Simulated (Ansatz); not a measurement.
System: Mo, space group P6/mmm (No. 191).

The given structure:
```
CELL_PARAMETERS angstrom
2.74234 0.00000 0.00000
-1.37117 2.37493 0.00000
0.00000 0.00000 2.49207
ATOMIC_POSITIONS crystal
Mo 0.00000 0.00000 0.50000
```

Calculation (Ansatz 0.2.0): biaxial strain in the xy plane and strain along z of a crystal, fractional coordinates fixed, by plane-wave density functional theory with PAW datasets, free energies less that of the undisturbed cell. Level: PBEsol, no spin polarisation.

- wave cutoff: 420 eV
- k mesh: 24×24×24
- occupations: Gaussian
- smearing width: 0.15 eV
- k shift: (0, 0, 0) (mesh steps)
- start: relaxed

Predict the map of the energy change over strain zz and strain xx = yy. The grid: strain zz −0.05, −0.025, 0, 0.025, 0.05 ; strain xx = yy −0.05, −0.025, 0, 0.025, 0.05.

At the origin the energy is lower than all eight neighbouring grid points, so a minimum lies at or close to the given structure. The energy change is least, 0 meV/atom, at strain zz of 0 and strain xx = yy of 0, and largest, 305 meV/atom, at strain zz of −0.05 and strain xx = yy of −0.05. Near the origin the softest direction lies along strain zz, turned by about 18° so that strain xx = yy takes the opposite sign; the curvature across the valley is 3.1 times that along it.

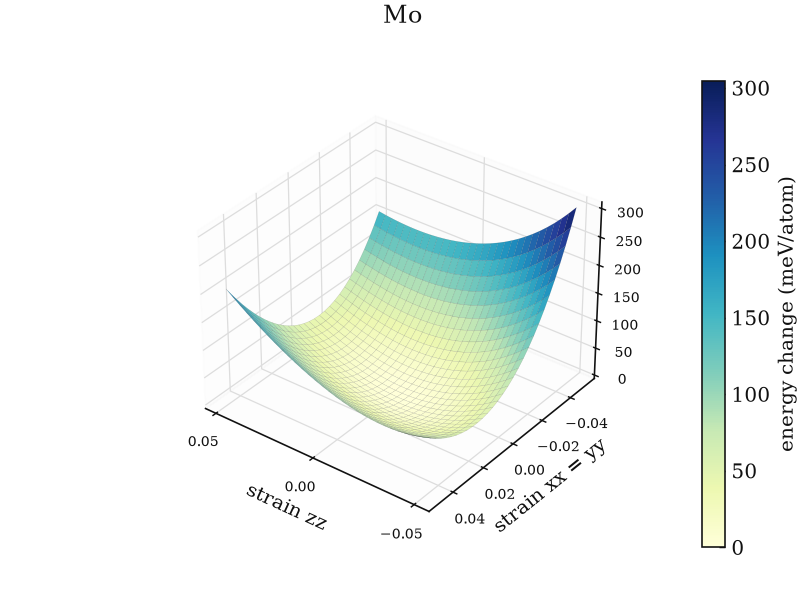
